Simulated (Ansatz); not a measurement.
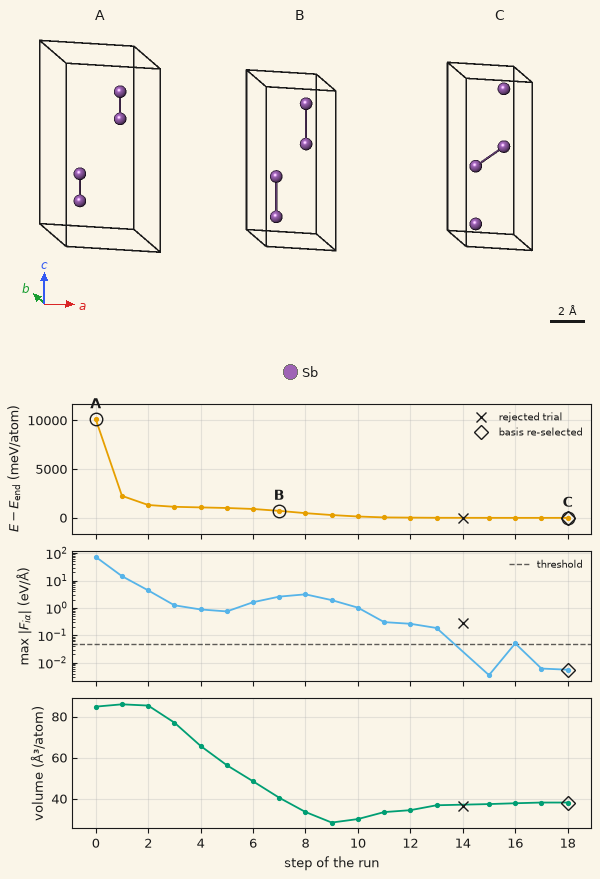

Frames of a relaxation of a crystal of Sb (a generated structure, set up in P6_3/mmc) (coarse preliminary run), marked on the history of the run. The picture is a ball-and-stick view of the cell of the calculation, seen slightly off an axis.

Case: N → Sb on all its sites, cell and atoms relaxed.

All numbers below come from DFT PBE+D3(BJ), scalar-relativistic, plane waves, PAW (Ansatz).

The input:
```yaml
crystal:
  lattice:
    - [5.8659194327, 0.0, 0.0]
    - [-2.9329597163, 5.0800352452, 0.0]
    - [0.0, 0.0, 11.3927057616]
  atoms:
    - { symbol: Sb, position: [0.3333333333, 0.6666666667, 0.3242381808] }
    - { symbol: Sb, position: [0.3333333333, 0.6666666667, 0.1757618192] }
    - { symbol: Sb, position: [0.6666666667, 0.3333333333, 0.8242381808] }
    - { symbol: Sb, position: [0.6666666667, 0.3333333333, 0.6757618192] }
basis:
  ecutwfc: 420
kpoints:
  mp_grid: { grid: [6, 6, 2] }
hamiltonian:
  xc: pbe
  dispersion: d3bj
scf:
  occupations: { method: gaussian, width: 0.1 }
output:
  forces: true
  stress: true
  eigenvalues: true
relax:
  adjacent_minimum: "off"
  f_tol: 0.05
  max_steps: 60
  cell: { stress_tol: 0.5 }
```

Run as
```bash
ansatz run input.yaml --threads 1 --pin off --max-ram 2560MiB --backend cpu --events-out ev --progress --plain --runs-dir out
```

### Describe the path.

The energy falls by 10114 meV per atom in 16 accepted moves (18 points after the start). Largest force component: 73 eV/Å at the start, 0.0056 eV/Å at the end. The pressure goes from 38.60 to −0.13 GPa. The line search rejected the trial step at point 14 of the run. The SCF was repeated once at an unchanged geometry on a basis and grid sized afresh for the cell, which shifted the energy by 1.5 meV per atom at most. The largest moves relative to the cell, 1.02 Å, are those of Sb1, Sb2, Sb3 and Sb4. Sb1 goes along +c. The volume changes by −55.0 %, with a = b 5.866 → 4.108 Å (−30.0 %), c 11.393 → 10.452 Å (−8.3 %). Among the contacts that change: Sb1–Sb4 5.245 → 2.880 Å, Sb1–Sb2 1.692 → 3.591 Å. New bonds form: Sb1–Sb4 (5.24 → 2.88 Å), Sb2–Sb3 (5.24 → 2.88 Å). Bonds break: Sb1–Sb2 (1.69 → 3.59 Å), Sb3–Sb4 (1.69 → 3.59 Å). The space group stays P6_3/mmc (No. 194). From step 0 to 7: Sb atoms move most (0.52 Å), volume −52.3 %, energy −9397 meV per atom. From step 7 to 18: Sb atoms move most (0.48 Å), volume −5.8 %, energy −716 meV per atom.
